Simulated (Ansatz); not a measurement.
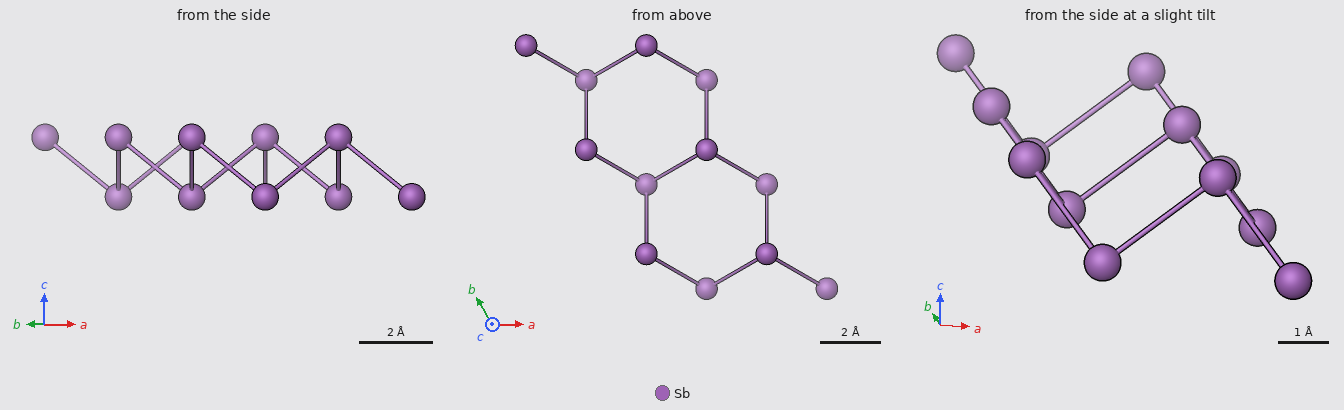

A ball-and-stick picture of a periodic sheet, seen from the side, from above and from the side at a slight tilt. The surface normal points up in side views; the vacuum is left out. 2×3 cells are drawn in the plane, with atoms at the edges repeated.

The cell holds 2 Sb.

What is its extent along the surface normal?

Answer. About 1.7 Å from the lowest to the highest atom.

What is the order of the atomic planes, starting from the top?

Answer. Two planes: Sb / Sb.

How are the atoms bonded?

Answer. Each Sb has three Sb in a trigonal pyramidal arrangement at about 2.9 Å. The bonds build Sb layers parallel to the surface.

The structure was taken from a structure type filled with this element by a generator (whether the element takes this form wasn't checked). It is drawn as it came out of a relaxation with Ansatz, DFT PBE+D3(BJ), scalar-relativistic, plane waves, PAW.
